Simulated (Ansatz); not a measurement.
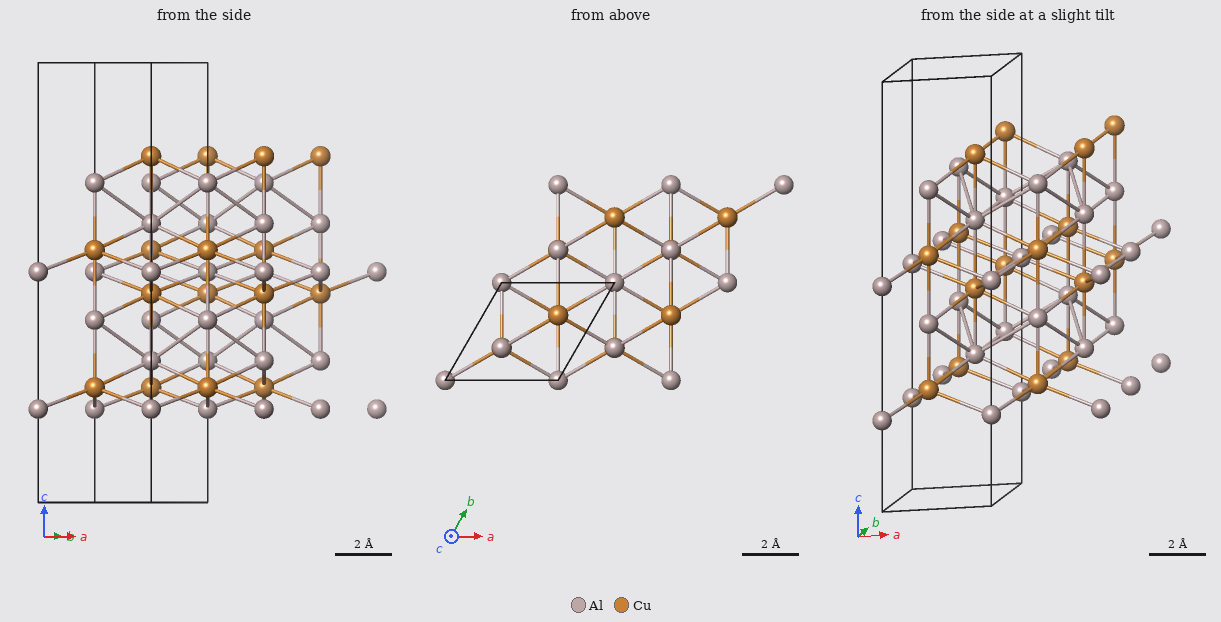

A ball-and-stick picture of a periodic slab, seen from the side, from above and from the side at a slight tilt. The surface normal points up in side views; the box is the simulation cell. 2×2 cells are drawn in the plane, with atoms at the edges repeated.

The cell holds 6 Al, 4 Cu.

### Which species face the vacuum on either side?

The top face ends in Cu, the bottom face in Al. The faces differ, so the slab can carry a dipole.

### Read the thickness off the scale bar.

About 9 Å from the lowest to the highest atom, with about 7 Å of vacuum to the next image.

### What is the stacking of atomic planes, top to bottom?

Ten planes: Cu / Al / Al / Cu / Al / Cu / Al / Al / Cu / Al.

Its origin is a structure listed in the Materials Project. The cell was then strained or its atoms displaced on purpose. It was run through Ansatz as a DFT input.

At this level of theory the run's own cell isn't at rest (forces up to 0.8 eV/Å), so its distances can differ from those at equilibrium, the more so the softer the solid.
